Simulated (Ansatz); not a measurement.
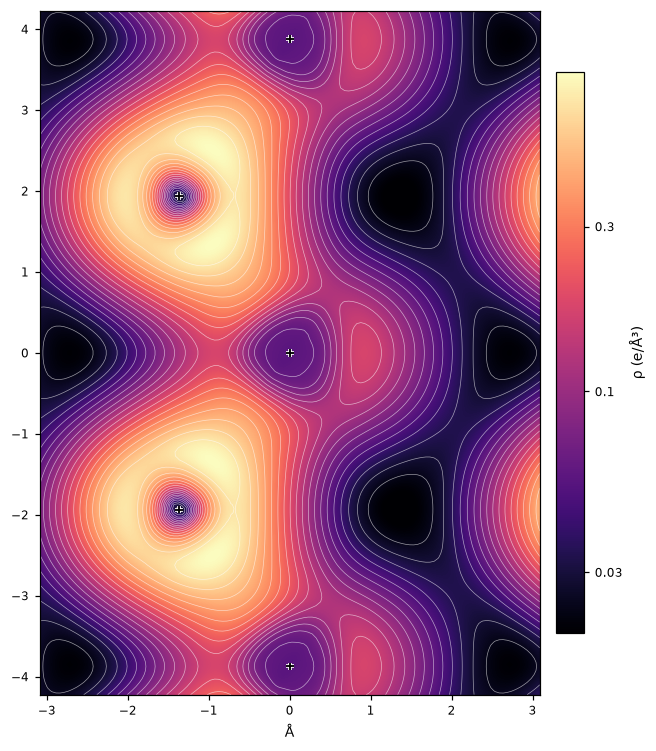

The valence charge density (pseudo) on a plane through atoms (crosses mark nuclei in the plane).

Computed with DFT r2SCAN, scalar-relativistic, plane waves, PAW in Ansatz 0.2.0.

Candidates:
A. Ge, a = 3.87 Å, b = 4.08 Å, c = 5.48 Å, α = 90.01°, β = 90.00°, γ = 90.00°. Space group Imma; changed on purpose from its base cell (band edges of the strained film's bulk); computed pressure about 4 GPa in this cell.
B. AlP, a = 5.48 Å, b = 5.48 Å, c = 5.48 Å, α = 90.00°, β = 90.00°, γ = 90.00°. Space group F-43m.

Which candidate gave the map?

Candidate B: AlP on the (110) plane of the conventional cell, which holds Al and P. Al–P (2.37 Å): the density is about 0.53 e/Å³ at the midpoint.
